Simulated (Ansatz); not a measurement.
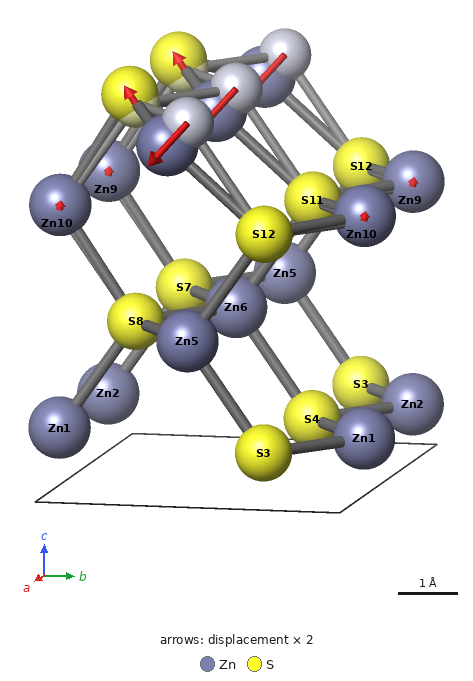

This is a constrained relaxation of a slab of composition ZnS (cut from the F-43m phase). The starting structure is drawn faded, the final one solid; red arrows show the displacements, 2 times their true length.

A ball-and-stick model of the cell of the calculation, outlined in the plane, without the vacuum (origin shifted), seen slightly off an axis.

Case: clean slab, lower planes held. The slab is the (1 1 0) face of ZnS. 8 atoms are held fixed.

These are results of Ansatz 0.2.0, DFT PBE+D3(BJ), scalar-relativistic, plane waves, PAW, not measurements. (plane-wave cutoff 420 eV; k-point mesh 2 × 3 × 1; occupations gaussian; smearing width 0.05 eV; no spin polarisation; dipole correction; atoms relaxed in a fixed cell; force threshold 0.03 eV/Å; at most 70 steps)

Atoms of which element are displaced furthest, and by how much?

Zinc: up to 0.53 Å, against 0.19 Å for sulfur.

Describe the change and its energy.

The energy falls by 0.877 eV per cell of the calculation in 4 geometry steps. Largest force component: 1.1 eV/Å at the start, 0.014 eV/Å at the end. The largest moves, 0.53 Å, are those of Zn atoms. Largest moves by element: Zn 0.53 Å, S 0.19 Å. The cell doesn't change. Some distances before and after: S–Zn 2.328 → 2.259 Å, S–Zn 2.328 → 2.389 Å, S–Zn 2.328 → 2.345 Å, S–Zn 2.328 → 2.323 Å. Bond angles that change, for instance: Zn–S–Zn 109.5° → 92.8°, Zn–S–Zn 109.5° → 95.9°, S–Zn–S 109.5° → 121.6°. Cost: 22 s on 4 threads of Intel(R) Xeon(R) 6975P-C (Granite Rapids) (shared host), peak memory 1.6 GiB.
